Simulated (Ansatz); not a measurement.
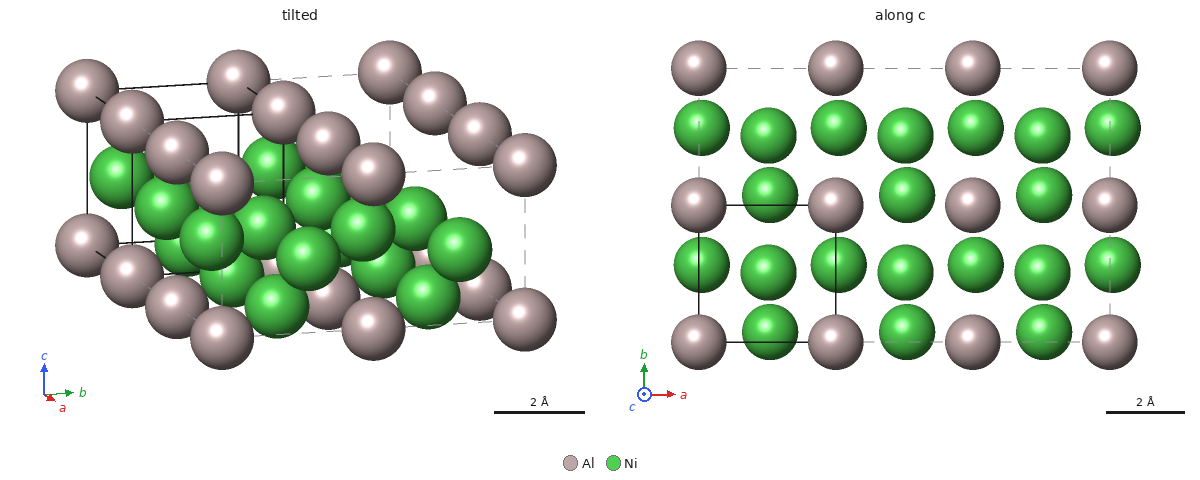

View slightly off an axis and along the c axis, drawn as a spheres-only model. One unit cell is drawn solid; the view covers 3×2×1 cells. Cell: a = 3.519 Å, b = 3.519 Å, c = 3.519 Å, α = 90.00°, β = 90.00°, γ = 90.00°.

State composition, symmetry and coordination.

It has the composition AlNi3. Space group: P1, with no symmetry beyond the lattice. Atoms per cell: 4 (1 Al, 3 Ni).

Origin of the cell: a structure listed in the Materials Project. The cell was then strained or its atoms displaced on purpose. A calculation with Ansatz used it as input.

At this level of theory the cell isn't at rest (compressed, at 7 GPa and forces up to 2.3 eV/Å), so its distances can differ from those at equilibrium, the more so the softer the solid.
